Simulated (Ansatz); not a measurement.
HfSi$_{31}$ (cell with a defect)

Input

```
crystal:
  lattice:
    - [-5.4700936619, 5.4700936619, -5.4700936619]
    - [-5.4700936619, -5.4700936619, 5.4700936619]
    - [5.4700936619, 5.4700936619, 5.4700936619]
  atoms:
    - { symbol: Hf, position: [0.0, 0.0, 0.25] }
    - { symbol: Si, position: [0.75, 0.25, 0.25] }
    - { symbol: Si, position: [0.75, 0.0, 0.5] }
    - { symbol: Si, position: [0.5, 0.5, 0.25] }
    - { symbol: Si, position: [0.5, 0.25, 0.5] }
    - { symbol: Si, position: [0.5, 0.0, 0.75] }
    - { symbol: Si, position: [0.25, 0.75, 0.25] }
    - { symbol: Si, position: [0.25, 0.5, 0.5] }
    - { symbol: Si, position: [0.25, 0.25, 0.75] }
    - { symbol: Si, position: [0.25, 0.0, 0.0] }
    - { symbol: Si, position: [0.0, 0.75, 0.5] }
    - { symbol: Si, position: [0.0, 0.5, 0.75] }
    - { symbol: Si, position: [0.0, 0.25, 0.0] }
    - { symbol: Si, position: [0.75, 0.75, 0.75] }
    - { symbol: Si, position: [0.75, 0.5, 0.0] }
    - { symbol: Si, position: [0.5, 0.75, 0.0] }
    - { symbol: Si, position: [0.75, 0.75, 0.5] }
    - { symbol: Si, position: [0.5, 0.0, 0.5] }
    - { symbol: Si, position: [0.5, 0.75, 0.75] }
    - { symbol: Si, position: [0.25, 0.25, 0.5] }
    - { symbol: Si, position: [0.25, 0.0, 0.75] }
    - { symbol: Si, position: [0.25, 0.75, 0.0] }
    - { symbol: Si, position: [0.0, 0.5, 0.5] }
    - { symbol: Si, position: [0.0, 0.25, 0.75] }
    - { symbol: Si, position: [0.0, 0.0, 0.0] }
    - { symbol: Si, position: [0.0, 0.75, 0.25] }
    - { symbol: Si, position: [0.75, 0.5, 0.75] }
    - { symbol: Si, position: [0.75, 0.25, 0.0] }
    - { symbol: Si, position: [0.75, 0.0, 0.25] }
    - { symbol: Si, position: [0.5, 0.5, 0.0] }
    - { symbol: Si, position: [0.5, 0.25, 0.25] }
    - { symbol: Si, position: [0.25, 0.5, 0.25] }
  host:
    lattice:
      - [0.0, 2.735046831, 2.735046831]
      - [2.735046831, 0.0, 2.735046831]
      - [2.735046831, 2.735046831, 0.0]
    atoms:
      - { symbol: Si, position: [0.25, 0.25, 0.25] }
      - { symbol: Si, position: [0.0, 0.0, 0.0] }
basis:
  ecutwfc: 420
  xc_grid: 2
kpoints:
  mp_grid: { grid: [2, 2, 2], shift: [0.5, 0.5, 0.5] }
hamiltonian:
  xc: pbe
scf:
  occupations: { method: gaussian, width: 0.02 }
output:
  forces: true
  stress: false
  eigenvalues: true
  charged_corrections: { defect_position: [0.0, 0.0, 0.25] }
  write_density: true
  write_potential: true
  elf: true
  volumetric_format: npy
relax:
  adjacent_minimum: "off"
  f_tol: 0.03
  max_steps: 40
```

Run with:

```sh
ansatz run input.yaml --threads 8 --pin off --max-ram 16384MiB --backend cpu --events-out ev --progress --plain --runs-dir out
```

The fields are those of the relaxed geometry.

These are results of Ansatz, DFT PBE, scalar-relativistic, plane waves, PAW, not measurements.

Core electrons are frozen (PAW), and the valence fields are smoothed inside the atomic spheres.

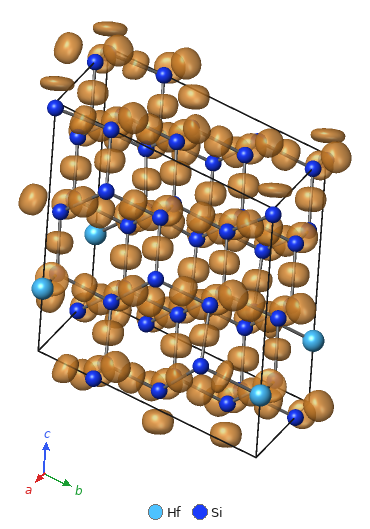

Figure 1. Isosurface of the ELF at 0.85 (orange), seen slightly off an axis. Core shells and regions of very low density are left out. Sticks mark near contacts.

**Identify the bonds, lone pairs and shells in this picture.**

The ELF exceeds this value in 60 regions between bonded Si–Si atoms (shared pairs) and four lobes of the valence shell of Si pointing towards Hf (polar bonds), counted in one cell of 32 atoms. Regions shared between cells count once. Along the contacts the grid gives the following. Si–Si (2.35 Å): the ELF peaks at about 0.95 between the atoms, as expected for localised, covalent bonding. Hf–Si (2.59 Å): the ELF peaks at about 0.95 in the valence shell of Si, 1.0 Å from its nucleus, and is about 0.70 at the midpoint.

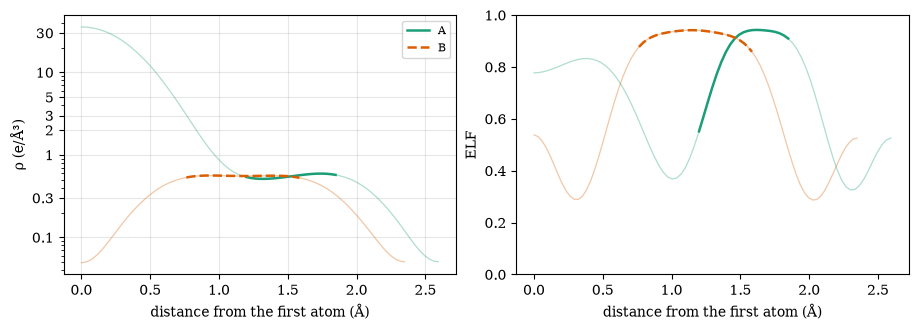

Figure 2. Valence electron density and ELF along straight lines between neighbouring atoms. Thin, pale parts lie inside the atomic spheres.

**Which curve belongs to which contact (Hf–Si and Si–Si)? The first atom named is at distance zero.**

Curve A: Hf–Si (2.59 Å): the density is about 0.51 e/Å³ at the midpoint; the ELF peaks at about 0.95 in the valence shell of Si, 1.0 Å from its nucleus, and is about 0.70 at the midpoint. Curve B: Si–Si (2.35 Å): ρ at the midpoint is about 0.55 e/Å³; the ELF peaks at about 0.95 between the atoms, as expected for a shared electron pair.

**Does the calculation give a band gap?**

It is gapped, with a Kohn–Sham gap of 0.94 eV on the k-point mesh (the band edges may lie off the mesh, which would make the gap smaller).
